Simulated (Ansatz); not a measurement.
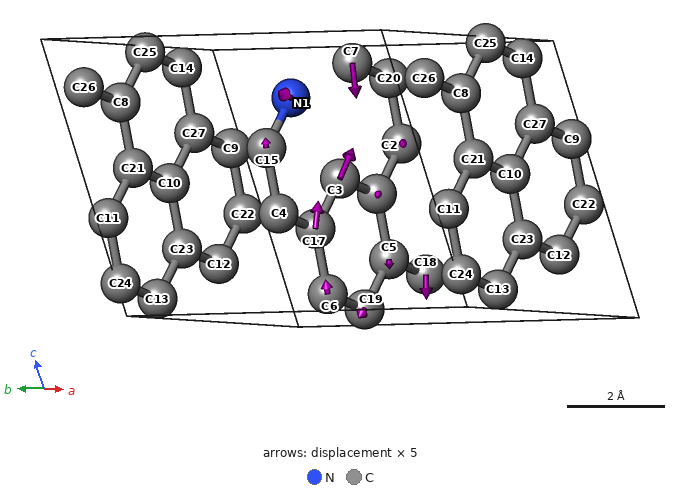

A relaxation of a defect cell of composition C26N. The starting structure is drawn; purple arrows show the displacements, magnified 5 times.

The picture is a ball-and-stick view of the cell of the calculation, reduced to other axes (origin shifted), seen from a free direction. Lengths and directions refer to the drawn axes.

Case: N on a C site beside a C vacancy, charge +0, atoms relaxed.

Computed with DFT PBE, scalar-relativistic, plane waves, PAW (Ansatz 0.2.0).

Input file:
```yaml
crystal:
  lattice:
    - [4.933065567, -4.2721600996, 0.0]
    - [-6.1663319588, -2.1360800497, 0.0]
    - [0.0, 0.0, -8.4654494173]
  atoms:
    - { symbol: "N", position: [0.5714285714, 0.8571428571, 0.75] }
    - { symbol: C, position: [0.1428571429, 0.7142857143, 0.75] }
    - { symbol: C, position: [0.7142857143, 0.5714285714, 0.75] }
    - { symbol: C, position: [0.2857142857, 0.4285714286, 0.75] }
    - { symbol: C, position: [0.8571428571, 0.2857142857, 0.75] }
    - { symbol: C, position: [0.4285714286, 0.1428571429, 0.75] }
    - { symbol: C, position: [0.0, 0.0, 0.75] }
    - { symbol: C, position: [0.5714285714, 0.8571428571, 0.25] }
    - { symbol: C, position: [0.1428571429, 0.7142857143, 0.25] }
    - { symbol: C, position: [0.7142857143, 0.5714285714, 0.25] }
    - { symbol: C, position: [0.2857142857, 0.4285714286, 0.25] }
    - { symbol: C, position: [0.8571428571, 0.2857142857, 0.25] }
    - { symbol: C, position: [0.4285714286, 0.1428571429, 0.25] }
    - { symbol: C, position: [0.0, 0.0, 0.25] }
    - { symbol: C, position: [0.3333333333, 0.6666666667, 0.75] }
    - { symbol: C, position: [0.9047619048, 0.5238095238, 0.75] }
    - { symbol: C, position: [0.4761904762, 0.380952381, 0.75] }
    - { symbol: C, position: [0.0476190476, 0.2380952381, 0.75] }
    - { symbol: C, position: [0.619047619, 0.0952380952, 0.75] }
    - { symbol: C, position: [0.1904761905, 0.9523809524, 0.75] }
    - { symbol: C, position: [0.5238095238, 0.619047619, 0.25] }
    - { symbol: C, position: [0.0952380952, 0.4761904762, 0.25] }
    - { symbol: C, position: [0.6666666667, 0.3333333333, 0.25] }
    - { symbol: C, position: [0.2380952381, 0.1904761905, 0.25] }
    - { symbol: C, position: [0.8095238095, 0.0476190476, 0.25] }
    - { symbol: C, position: [0.380952381, 0.9047619048, 0.25] }
    - { symbol: C, position: [0.9523809524, 0.7619047619, 0.25] }
basis:
  ecutwfc: 420
  xc_grid: 2
kpoints:
  mp_grid: { grid: [4, 4, 3], shift: [0.0, 0.0, 0.0] }
hamiltonian:
  xc: pbe
scf:
  occupations: { method: gaussian, width: 0.1 }
output:
  forces: true
  stress: false
  eigenvalues: true
  write_density: true
  write_potential: true
  elf: true
  volumetric_format: npy
relax:
  adjacent_minimum: "off"
  f_tol: 0.02
  max_steps: 60
```

Command:
```bash
ansatz run input.yaml --threads 4 --pin off --max-ram 8192MiB --backend cpu --events-out ev --progress --plain --runs-dir out
```

**Atoms of which element are displaced furthest, and by how much?**

Carbon: up to 0.17 Å, against 0.10 Å for nitrogen.

**What did the optimiser do to the structure, and how much energy did it gain?**

The largest move is that of C3, 0.17 Å roughly along [1 0 1]. Largest moves by element: C 0.17 Å, N 0.10 Å. The cell stays as it was. Among the contacts that change: C4–C18 1.424 → 1.504 Å, N1–C15 1.424 → 1.349 Å, C3–C17 1.424 → 1.486 Å, C4–C15 1.424 → 1.480 Å. Among the angles between lasting bonds that change: C3–C17–C4 120.0° → 127.1°, C19–C6–C20 120.0° → 113.4°, C18–C7–C20 120.0° → 114.3°. Over 6 geometry steps the energy falls by 0.726 eV per cell of the calculation. The largest force component goes from 2.6 to 0.0069 eV/Å.

Limits of the set-up: the cell has an odd number of electrons but was run without spin polarisation; the periodic images lie only 6.5 Å apart, so the values are limited by the cell's size.
